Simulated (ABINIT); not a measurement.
Positron calculation, with input and output: BaF$_{2}$ (part 2 of 2)

Continued. System: BaF$_{2}$ (Fm-3m, 3 atoms in the cell). Method: Kohn-Sham DFT of a periodic cell, PBE, JTH PAW PBE v2.0, no spin polarisation (ABINIT 10.8.3); cutoff 517.02 eV, 6×6×6 k-mesh, fermi-dirac of 0.05 eV. The structure derives from an entry of the Crystallography Open Database.

Geometry of the input (Å; fractional positions):
```
0.0000  3.1000  3.1000
3.1000  0.0000  3.1000
3.1000  3.1000  0.0000
Ba 0.0000  0.0000  0.0000
F  0.7500  0.7500  0.7500
F  0.2500  0.2500  0.2500
```

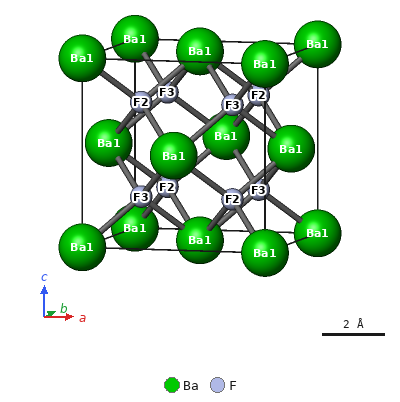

*The structure as given in the input (ball-and-stick view of the cell 4 times as large as that of the calculation, set on its symmetry axes, seen slightly off an axis; atoms are numbered from 1 in the order of the input).*

**Log, continued**
```
 cartesian forces (eV/Angstrom) at end:
    1      0.00000000000000     0.00000000000000    -0.00000000000000
    2     -0.00000000000000    -0.00000000000000     0.00000000000000
    3      0.00000000000000     0.00000000000000    -0.00000000000000
 frms,max,avg= 8.7045210E-30 1.2310052E-29   0.000E+00  0.000E+00  0.000E+00 e/A
 length scales=  8.284810199100  8.284810199100  8.284810199100 bohr
              =  4.384132751046  4.384132751046  4.384132751046 angstroms
 Fermi (or HOMO) energy (hartree) =   0.08306   Average Vxc (hartree)=  -0.32754
 Eigenvalues (hartree) for nkpt=  16  k points:
 kpt#   1, nband= 16, wtk=  0.00463, kpt=  0.0000  0.0000  0.0000 (reduced coord)
  -0.91054   -0.75823   -0.75625   -0.35302   -0.35302   -0.35302   -0.11689   -0.11689
  -0.11689   -0.06507   -0.06507   -0.06507    0.18662    0.27591    0.27591    0.35693
      occupation numbers for kpt#   1
   2.00000    2.00000    2.00000    2.00000    2.00000    2.00000    2.00000    2.00000
   2.00000    2.00000    2.00000    2.00000    0.00000    0.00000    0.00000    0.00000
 prteigrs : prtvol=0 or 1, do not print more k-points.

--- !EnergyTerms
iteration_state     : {dtset: 1, }
comment             : Components of total free energy in Hartree
kinetic             :  2.83647096509743E+01
hartree             :  2.13413795732796E+01
xc                  : -1.64583292672826E+01
Ewald energy        : -5.28801067983487E+01
psp_core            :  4.36410299686380E+00
local_psp           : -6.16924815927606E+01
PAW spherical_terms :  2.09366304602666E+00
internal            : -7.48670623912475E+01
'-kT*entropy'       :  1.87991019907061E-15
total_energy        : -7.48670623912475E+01
total_energy_eV     : -2.03723655183019E+03
...

--- !EnergyTermsDC
iteration_state     : {dtset: 1, }
comment             : '"Double-counting" decomposition of free energy'
band_energy         : -8.01790485325029E+00
Ewald energy        : -5.28801067983487E+01
psp_core            :  4.36410299686380E+00
xc_dc               : -2.06784483512658E+01
PAW spherical_terms :  2.34529420353085E+00
internal            : -7.48670628024702E+01
'-kT*entropy'       :  1.87991019907061E-15
total_energy_dc     : -7.48670628024702E+01
total_energy_dc_eV  : -2.03723656302013E+03
...

--- !EnergyTermsWithPAWCore
iteration_state     : {dtset: 1, }
comment             : 'Components of total free energy, including PAW core contributions'
Total energy        : -8.33567695150612E+03
Total energy DC     : -8.33567695191734E+03
Total energy (eV)   : -2.26825325149154E+05
Total energy DC (eV): -2.26825325160344E+05
...

 Cartesian components of stress tensor (hartree/bohr^3)
  sigma(1 1)= -3.88096968E-05  sigma(3 2)=  0.00000000E+00
  sigma(2 2)= -3.88096968E-05  sigma(3 1)=  0.00000000E+00
  sigma(3 3)= -3.88096968E-05  sigma(2 1)=  0.00000000E+00

-Cartesian components of stress tensor (GPa)         [Pressure=  1.1418E+00 GPa]
- sigma(1 1)= -1.14182070E+00  sigma(3 2)=  0.00000000E+00
- sigma(2 2)= -1.14182070E+00  sigma(3 1)=  0.00000000E+00
- sigma(3 3)= -1.14182070E+00  sigma(2 1)=  0.00000000E+00

================================================================================
== DATASET  2 ==================================================================

--- !DatasetInfo
iteration_state: {dtset: 2, }
dimensions: {natom: 3, nkpt: 1, mband: 1, nsppol: 1, nspinor: 1, nspden: 1, mpw: 820, }
cutoff_energies: {ecut:  19.0, pawecutdg:  38.0, }
electrons: {nelect:   1.00000000E+00, charge:   0.00000000E+00, occopt:   2.00000000E+00, tsmear:   1.00000000E-02, }
meta: {optdriver: 0, ionmov: 0, optcell: 0, iscf: 17, paral_kgb: 0, }
...

 mkfilename : getden/=0, take file _DEN from output of DATASET   1.

 Exchange-correlation functional for the present dataset will be:
  GGA: Perdew-Burke-Ernzerhof functional - ixc=11
  J.P.Perdew, K.Burke, M.Ernzerhof, PRL 77, 3865 (1996)

 Real(R)+Recip(G) space primitive vectors, cartesian coordinates (Bohr,Bohr^-1):
 R(1)=  0.0000000  5.8582455  5.8582455  G(1)= -0.0853498  0.0853498  0.0853498
 R(2)=  5.8582455  0.0000000  5.8582455  G(2)=  0.0853498 -0.0853498  0.0853498
 R(3)=  5.8582455  5.8582455  0.0000000  G(3)=  0.0853498  0.0853498 -0.0853498
 Unit cell volume ucvol=  4.0209872E+02 bohr^3
 Angles (23,13,12)=  6.00000000E+01  6.00000000E+01  6.00000000E+01 degrees

 Coarse grid specifications (used for wave-functions):

 getcut: wavevector=  0.0000  0.0000  0.0000  ngfft=  36  36  36
         ecut(hartree)=     19.000   => boxcut(ratio)=   2.21451

 getcut : COMMENT -
  Note that boxcut > 2.2 ; recall that boxcut=Gcut(box)/Gcut(sphere) = 2
  is sufficient for exact treatment of convolution.
  Such a large boxcut is a waste : you could raise ecut
  e.g. ecut=   23.294298 Hartrees makes boxcut=2

 Fine grid specifications (used for densities):

 getcut: wavevector=  0.0000  0.0000  0.0000  ngfft=  48  48  48
         ecut(hartree)=     38.000   => boxcut(ratio)=   2.08786

--- Pseudopotential description ------------------------------------------------
- pspini: atom type   1  psp file is ./Ba.GGA_PBE-JTH.xml
 Pseudopotential format is: paw10
 basis_size (lnmax)=  6 (lmn_size= 18), orbitals=   0   0   1   1   2   2
 Spheres core radius: rc_sph= 2.31518568
 Shapefunction is SIN type: shapef(r)=[sin(pi*r/rshp)/(pi*r/rshp)]**2
 Radius for shape functions =  1.90897922
 Compensation charge density is not taken into account in XC energy/potential

- pspini: atom type   2  psp file is ./F.GGA_PBE-JTH.xml
 Pseudopotential format is: paw10
 basis_size (lnmax)=  4 (lmn_size=  8), orbitals=   0   0   1   1
 Spheres core radius: rc_sph= 1.40288605
 Shapefunction is SIN type: shapef(r)=[sin(pi*r/rshp)/(pi*r/rshp)]**2
 Radius for shape functions =  1.20455331
 Compensation charge density is not taken into account in XC energy/potential

--------------------------------------------------------------------------------

================================================================================

--- !BeginCycle
iteration_state: {dtset: 2, }
solver: {iscf: 17, nstep: 80, nline: 10, wfoptalg: 10, }
tolerances: {toldfe: 1.00E-07, }
...

     iter   Etot(hartree)      deltaE(h)  residm     nres2
 ETOT  1  -75.144679478056    -7.514E+01 1.221E-01 1.490E-01
 ETOT  2  -75.151982587694    -7.303E-03 2.380E-07 7.057E-02
 ETOT  3  -75.151982557693     3.000E-08 2.059E-15 6.986E-03
 ETOT  4  -75.151982543763     1.393E-08 1.090E-20 2.754E-04

 At SCF step    4, etot is converged :
  for the second time, diff in etot=  1.393E-08 < toldfe=  1.000E-07

--- !ResultsGS
iteration_state: {dtset: 2, }
comment   : Summary of ground state results
lattice_vectors:
- [  0.0000000,   5.8582455,   5.8582455, ]
- [  5.8582455,   0.0000000,   5.8582455, ]
- [  5.8582455,   5.8582455,   0.0000000, ]
lattice_lengths: [   8.28481,    8.28481,    8.28481, ]
lattice_angles: [ 60.000,  60.000,  60.000, ] # degrees, (23, 13, 12)
lattice_volume:   4.0209872E+02
convergence: {deltae:  1.393E-08, res2:  2.754E-04, residm:  1.090E-20, diffor:  0.000E+00, }
etotal    :  -7.51519825E+01
entropy   :   0.00000000E+00
fermie    :  -2.84919981E-01
cartesian_stress_tensor: null
pressure_GPa: null
xred      :
- [  0.0000E+00,   0.0000E+00,   0.0000E+00, Ba]
- [  7.5000E-01,   7.5000E-01,   7.5000E-01,  F]
- [  2.5000E-01,   2.5000E-01,   2.5000E-01,  F]
cartesian_forces: null
force_length_stats: {min: null, max: null, mean: null, }
...

 Integrated electronic density in atomic spheres:
 ------------------------------------------------
 Atom  Sphere_radius  Integrated_density
    1        2.31519          0.02164003
    2        1.40289          0.01337922
    3        1.40289          0.01337922

--------------------------------------------------------------------------------
 Results for electron-positron annihilation:

2 computations of positron lifetime have been performed (with different enhancement factors).

########## Lifetime computation 1

 # Zero-positron density limit of Arponen and Pajanne provided by Boronski & Nieminen
   + GGA corrections
   Ref.: Boronski and R.M. Nieminen, Phys. Rev. B 34, 3820 (1986)
         B. Barbiellini, M.J. Puska, T. Torsti and R.M.Nieminen, Phys. Rev. B 51, 7341 (1995)
 # Enhancement factor of Boronski & Nieminen
   Ref.: Boronski and R.M. Nieminen, Phys. Rev. B 34, 3820 (1986)

 Positron lifetime                         (ps)   =  2.76175026E+02
 Positron lifetime with IPM for core elec. (ps)   =  2.76942156E+02
 Annihilation rate                         (ns-1) =  3.62089220E+00
 Annihilation rate with IPM for core elec. (ns-1) =  3.61086233E+00

 Annihilation rate core/valence decomposition:
   Core    contribution to ann.rate          (ns-1) =  8.99247400E-02
   Valence contribution to ann.rate          (ns-1) =  3.53096746E+00
   Core    contribution to ann.rate with IPM (ns-1) =  7.79412413E-02
   Valence contribution to ann.rate with IPM (ns-1) =  3.53292109E+00

 Annihilation rate PAW decomposition:
   Plane-wave contribution to ann.rate          (ns-1) =  3.54052402E+00
   Plane-wave valence contribution to ann.rate  (ns-1) =  3.52555144E+00
   On-site core contribution to ann.rate        (ns-1) =  7.49521560E-02
   On-site valence contribution to ann.rate     (ns-1) =  5.41602808E-03
   Plane-wave contribution to ann.rate with IPM (ns-1) =  3.53374766E+00
   Plane-wave core contrb. to ann.rate with IPM (ns-1) =  6.53103380E-03

########## Lifetime computation 2

 # Zero-positron density limit of Arponen and Pajanne provided by Boronski & Nieminen
   + GGA corrections
   Ref.: Boronski and R.M. Nieminen, Phys. Rev. B 34, 3820 (1986)
         B. Barbiellini, M.J. Puska, T. Torsti and R.M.Nieminen, Phys. Rev. B 51, 7341 (1995)
 # Enhancement factor of Boronski & Nieminen IN THE RPA LIMIT
   Ref.: Boronski and R.M. Nieminen, Phys. Rev. B 34, 3820 (1986)

 Positron lifetime                         (ps)   =  2.36540313E+02
 Positron lifetime with IPM for core elec. (ps)   =  2.37002402E+02
 Annihilation rate                         (ns-1) =  4.22760919E+00
 Annihilation rate with IPM for core elec. (ns-1) =  4.21936652E+00

 Annihilation rate core/valence decomposition:
   Core    contribution to ann.rate          (ns-1) =  8.99749291E-02
   Valence contribution to ann.rate          (ns-1) =  4.13763426E+00
   Core    contribution to ann.rate with IPM (ns-1) =  7.79412413E-02
   Valence contribution to ann.rate with IPM (ns-1) =  4.14142528E+00

 Annihilation rate PAW decomposition:
   Plane-wave contribution to ann.rate          (ns-1) =  4.14728323E+00
   Plane-wave valence contribution to ann.rate  (ns-1) =  4.13226043E+00
   On-site core contribution to ann.rate        (ns-1) =  7.49521320E-02
   On-site valence contribution to ann.rate     (ns-1) =  5.37382996E-03
   Plane-wave contribution to ann.rate with IPM (ns-1) =  4.14229391E+00
   Plane-wave core contrb. to ann.rate with IPM (ns-1) =  6.53103380E-03

      (*) IPM=Independent particle Model

================================================================================

 ----iterations are completed or convergence reached----

 Mean square residual over all n,k,spin=   10.902E-21; max=  10.902E-21
 reduced coordinates (array xred) for    3 atoms
       0.000000000000      0.000000000000      0.000000000000
       0.750000000000      0.750000000000      0.750000000000
       0.250000000000      0.250000000000      0.250000000000
 rms dE/dt=  0.0000E+00; max dE/dt=  0.0000E+00; dE/dt below (all hartree)
    1       0.000000000000      0.000000000000      0.000000000000
    2       0.000000000000      0.000000000000      0.000000000000
    3       0.000000000000      0.000000000000      0.000000000000

 cartesian coordinates (angstrom) at end:
    1      0.00000000000000     0.00000000000000     0.00000000000000
    2      4.65007499691869     4.65007499691869     4.65007499691869
    3      1.55002499897290     1.55002499897290     1.55002499897290
 length scales=  8.284810199100  8.284810199100  8.284810199100 bohr
              =  4.384132751046  4.384132751046  4.384132751046 angstroms
 Fermi (or HOMO) energy (hartree) =  -0.28492   Average Vxc (hartree)=  -0.25194
 Eigenvalues (hartree) for nkpt=   1  k points:
 kpt#   1, nband=  1, wtk=  1.00000, kpt=  0.0000  0.0000  0.0000 (reduced coord)
  -0.28492

--- !EnergyTerms
iteration_state     : {dtset: 2, }
comment             : Components of total free energy in Hartree
kinetic             :  5.98939048449127E-02
local_psp           : -4.31706422851844E-01
PAW spherical_terms :  5.43169021092606E-03
positronic          : -3.66380827796009E-01
electronic          : -7.48670628024702E+01
electron_positron_interaction:  8.21166593219988E-02
total_energy        : -7.51513269709442E+01
total_energy_eV     : -2.04497178510437E+03
...

--- !EnergyTermsDC
iteration_state     : {dtset: 2, }
comment             : '"Double-counting" decomposition of free energy'
band_energy         : -2.84919980665670E-01
PAW spherical_terms :  0.00000000000000E+00
electron_positron_dc: -8.21164199487382E-02
positronic          : -3.67036400614411E-01
electronic          : -7.48670628024702E+01
electron_positron_interaction:  8.21166593219988E-02
total_energy_dc     : -7.51519825437626E+01
total_energy_dc_eV  : -2.04498962414955E+03
...

== END DATASET(S) ==============================================================
================================================================================

 -outvars: echo values of variables after computation  --------
            acell      8.2848101991E+00  8.2848101991E+00  8.2848101991E+00 Bohr
           etotal1    -7.4867062802E+01
           etotal2    -7.5151982544E+01
            fcart1     1.1969619518E-31  1.1969619518E-31 -1.1969619518E-31
                      -2.3939239036E-31 -2.3939239036E-31  2.3939239036E-31
                       1.1969619518E-31  1.1969619518E-31 -1.1969619518E-31
            fcart2     9.9999999999E+99  9.9999999999E+99  9.9999999999E+99
                       9.9999999999E+99  9.9999999999E+99  9.9999999999E+99
                       9.9999999999E+99  9.9999999999E+99  9.9999999999E+99
            rprim      0.0000000000E+00  7.0710678120E-01  7.0710678120E-01
                       7.0710678120E-01  0.0000000000E+00  7.0710678120E-01
                       7.0710678120E-01  7.0710678120E-01  0.0000000000E+00
           strten1    -3.8809696772E-05 -3.8809696772E-05 -3.8809696772E-05
                       0.0000000000E+00  0.0000000000E+00  0.0000000000E+00
           strten2     9.9999999999E+99  9.9999999999E+99  9.9999999999E+99
                       9.9999999999E+99  9.9999999999E+99  9.9999999999E+99
           xangst      0.0000000000E+00  0.0000000000E+00  0.0000000000E+00
                       4.6500749969E+00  4.6500749969E+00  4.6500749969E+00
                       1.5500249990E+00  1.5500249990E+00  1.5500249990E+00
             xred      0.0000000000E+00  0.0000000000E+00  0.0000000000E+00
                       7.5000000000E-01  7.5000000000E-01  7.5000000000E-01
                       2.5000000000E-01  2.5000000000E-01  2.5000000000E-01
 Calculation completed.
```

**Key numbers**

| quantity | value |
| --- | --- |
| outcome | converged |
| space group (tolerance 0.01 Å) | Fm-3m (225) |
| electrons treated | 24 |
| free energy | −2037.2366 eV |
| positron lifetime (one of the program's estimates) | 236.5 ps |
| Fermi energy of the self-consistent step | 2.260 eV |
| gap on the k-point mesh | 6.78 eV |
| pressure | 1.14 GPa |
| largest force (length of the vector) | under 0.001 eV/Å |
| hardware | 1 thread of Arm Neoverse V1, 24 GiB of memory available, shared host |
| wall time | 18 s |
| peak memory | 0.11 GiB |

Points of doubt noted for this run: cutoff too low for stress; jth ba apart from other sets; PAW basis incomplete for positron.
